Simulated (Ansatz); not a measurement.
Consider Al$_{8}$H.

The calculation's input:

```
crystal:
  lattice:
    - [5.6803073504, -1.0e-10, 0.0]
    - [-2.8401536752, 4.9192904668, 0.0]
    - [0.0, 0.0, 4.7543579465]
  atoms:
    - { symbol: Al, position: [0.3333333333, 0.1666666667, 0.75] }
    - { symbol: Al, position: [0.3333333333, 0.6666666667, 0.75] }
    - { symbol: Al, position: [0.8333333333, 0.1666666667, 0.75] }
    - { symbol: Al, position: [0.8333333333, 0.6666666667, 0.75] }
    - { symbol: Al, position: [0.1666666667, 0.3333333333, 0.25] }
    - { symbol: Al, position: [0.1666666667, 0.8333333333, 0.25] }
    - { symbol: Al, position: [0.6666666667, 0.3333333333, 0.25] }
    - { symbol: Al, position: [0.6666666667, 0.8333333333, 0.25] }
    - { symbol: H, position: [0.1666666667, 0.3333333333, 0.6111111111] }
basis:
  ecutwfc: 420
kpoints:
  mp_grid: { grid: [6, 6, 6] }
hamiltonian:
  xc: pbe
scf:
  occupations: { method: gaussian, width: 0.1 }
output:
  forces: true
  stress: true
  eigenvalues: true
  write_density: true
  write_potential: true
  elf: true
  volumetric_format: npy
relax:
  adjacent_minimum: "off"
  f_tol: 0.025
  max_steps: 70
  cell: { stress_tol: 0.12 }
```

Command:

```sh
ansatz run input.yaml --threads 2 --pin off --max-ram 5120MiB --backend cpu --events-out ev --progress --plain --runs-dir out
```

Below, planes, directions and counts refer to the conventional cell (a = 5.80 Å, b = 5.80 Å, c = 4.72 Å, α = 90.00°, β = 90.00°, γ = 120.00°).

The fields are those of the relaxed geometry.

Space group P3m1; a structure from a database of computed crystals, not necessarily the ambient phase; computed without spin polarisation.

Theory: Ansatz 0.2.0, DFT PBE, scalar-relativistic, plane waves, PAW.

What can the converged valence pseudo-density and electron localisation function tell about the bonding?

Al–H (1.93 Å): the density is about 0.25 e/Å³ at the midpoint; the ELF climbs to about 1 towards the hydrogen.

Does the calculation give a band gap?

It is metallic or semimetallic at this level of theory: no gap opens.

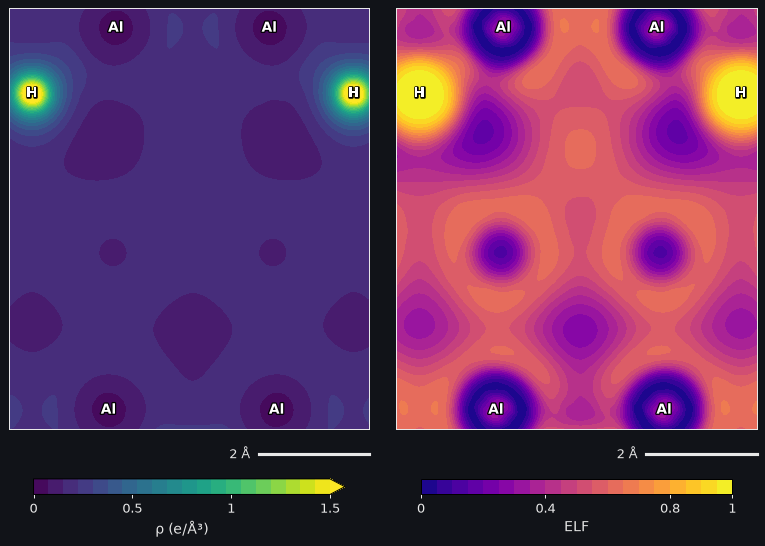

Computed valence pseudo-density and electron localisation function on the (101̄) plane of the conventional cell, in this order. Atoms just off the plane (Al, 0.6 Å away) can leave unmarked features too.

In a PAW calculation such maps are meaningful between the atoms, not at the nuclei.
